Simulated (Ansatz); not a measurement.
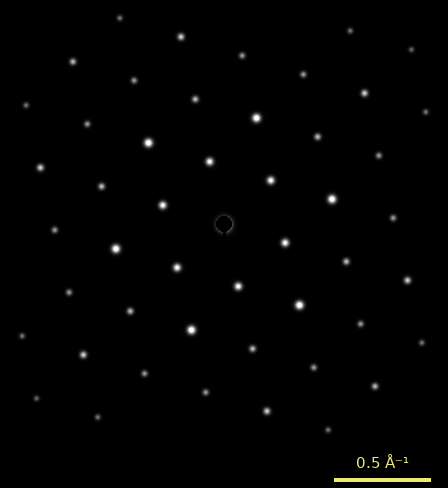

Simulated selected-area electron diffraction pattern (80 kV, kinematic approximation, thin crystal, B = 0.5 Å² for all atoms).

Candidate phases (model or computed cells):
A. Hf, space group P6_3/mmc (No. 194), a = 3.225 Å, c = 5.106 Å (hexagonal axes)
B. Ge, space group P6_3/mmc (No. 194), a = 2.988 Å, c = 9.553 Å (hexagonal axes)
C. Be, space group P6_3/mmc (No. 194), a = 2.257 Å, c = 3.552 Å (hexagonal axes)
D. Pb, space group P6_3/mmc (No. 194), a = 3.44 Å, c = 5.64 Å (hexagonal axes)

**Which candidate gives this pattern, and along which zone?**

Candidate D (Pb), along [001]. The spots form a hexagonal net with both shortest vectors at d = 2.98 Å, 60.0° apart. They index as 1 -1 0 and 1 0 0; no zone of the other candidates with indices up to 3 has this net.
